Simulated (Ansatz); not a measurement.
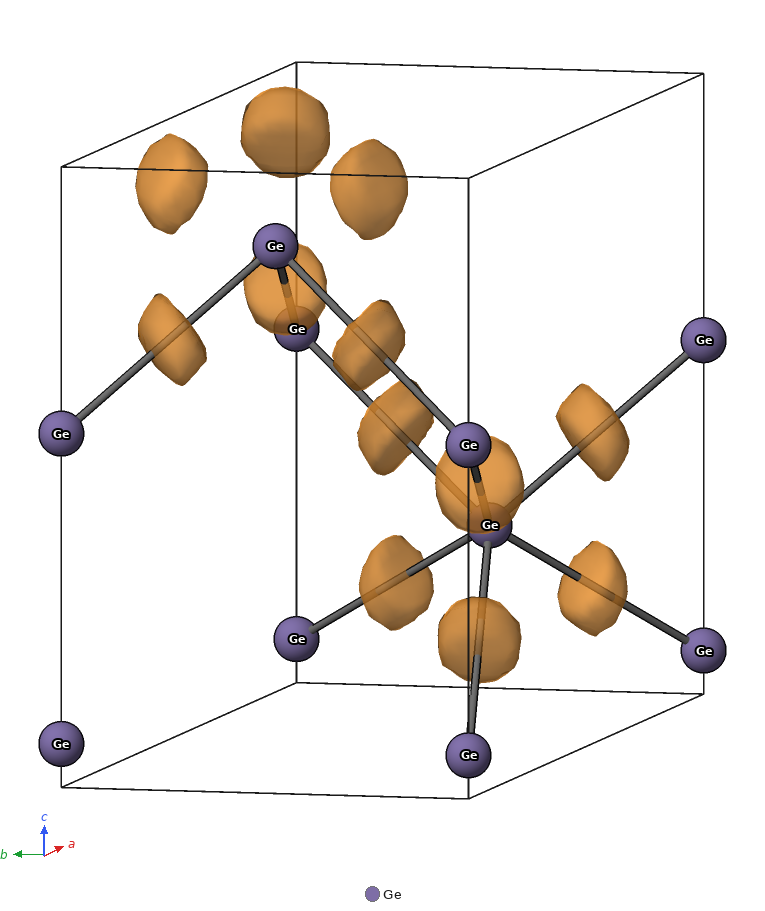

*Ge. Isosurface of the ELF at 0.55 (orange), seen at an oblique angle. Only the valence region is drawn (cores and ρ < 0.01 e/Å³ removed). Sticks mark near contacts.*

Space group P6₃mc; a structure from a database of computed crystals, not necessarily the ambient phase.

Theory: Ansatz, DFT r2SCAN, scalar-relativistic, plane waves, PAW.

Core electrons are frozen (PAW), and the valence fields are smoothed inside the atomic spheres.

Q: Identify the bonds, lone pairs and shells in this picture.

A: The ELF exceeds this value in twelve regions between bonded Ge–Ge atoms, counted in one cell of 4 atoms. Regions shared between cells count once. Along the contacts the grid gives the following. Ge–Ge (2.70 Å): the ELF peaks at about 0.60 between the atoms.

Q: Does the calculation give a band gap?

A: It is gapless in this calculation (a metal or semimetal).
